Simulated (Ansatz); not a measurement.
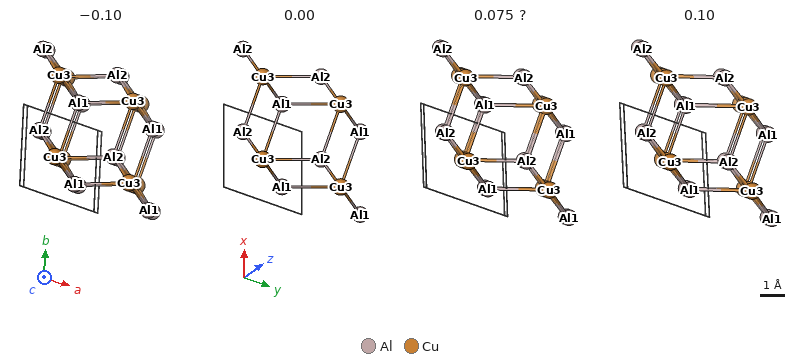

Energy scan for crystalline Al2Cu (Fm-3m), in which the cell is strained along y alone, with the atoms kept at their fractional coordinates. x, y and z are the Cartesian axes of the input. The picture is a ball-and-stick view of the cell of the calculation, repeated 2 × 2 × 2 with one cell outlined, seen along the c axis.

Theory: Ansatz, DFT r2SCAN, scalar-relativistic, plane waves, PAW. Set-up: plane-wave cutoff 500 eV; k-point mesh 16 × 16 × 16; occupations gaussian; smearing width 0.15 eV; no spin polarisation. Energies (free energies at the smearing named) are counted from the relaxed crystal.

```tsv
strain	E − E(ref) (meV/atom)
−0.1000	124.2
−0.0750	67.7
−0.0500	29.1
−0.0250	7.0
0.0000	0.0
0.0250	6.3
0.0500	24.2
0.0750	?
0.0875	68.6
0.1000	86.9
```

**Fill in the missing row.**

A straight line between the two neighbours gives 53.8 meV/atom. A cubic through the four nearest rows (0.0250, 0.0500, 0.0875, 0.1000) gives, with Lagrange weights, (−0.0667)(6.3) + (0.3333)(24.2) + (1.0667)(68.6) + (−0.3333)(86.9) = 51.9 meV/atom. The calculation gives 51.8 meV/atom, so the cubic is 0.1 meV/atom too high and the straight line 2.0 meV/atom too high, as the curve bends upwards here.

The whole profile:

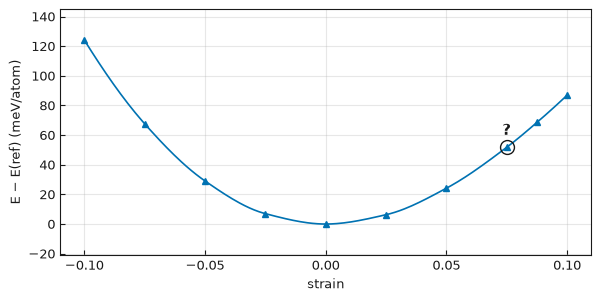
